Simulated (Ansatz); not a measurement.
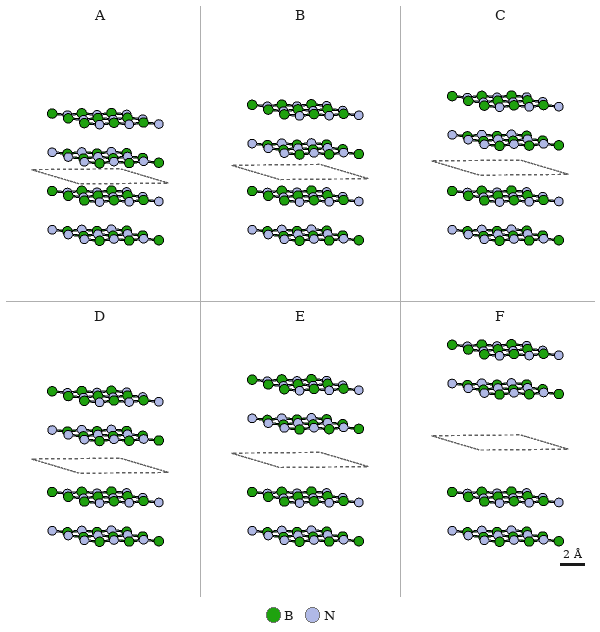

Frames of a one-coordinate scan of crystalline BN (P6_3/mmc). The picture is a ball-and-stick view of the layers on both sides of the dashed plane, seen from the side, nearly along that plane.

All numbers below come from Ansatz 0.2.0, DFT PBE+D3(BJ), scalar-relativistic, plane waves, PAW. Settings: plane-wave cutoff 420 eV; k-point mesh 10 × 10 × 2; occupations gaussian; smearing width 0.05 eV; no spin polarisation. Energies (free energies at the smearing named) are counted from the cell as listed in its source, which wasn't relaxed.

**What is being scanned?**

The crystal is pulled apart rigidly along the normal of the (0 0 1) plane of the conventional cell, at a cut between a plane of B/N below and one of B/N above, 3.33 Å apart. In the frames the opening is 0.00 Å (A), 0.75 Å (B), 1.50 Å (C), 2.00 Å (D), 3.00 Å (E), 6.00 Å (F). One cut stands in each cell, which starts 13.3 Å high; nothing is relaxed, and the dashed outline marks the cut. Their energies are 0.000 J/m², 0.112 J/m², 0.213 J/m², 0.255 J/m², 0.300 J/m², 0.339 J/m².
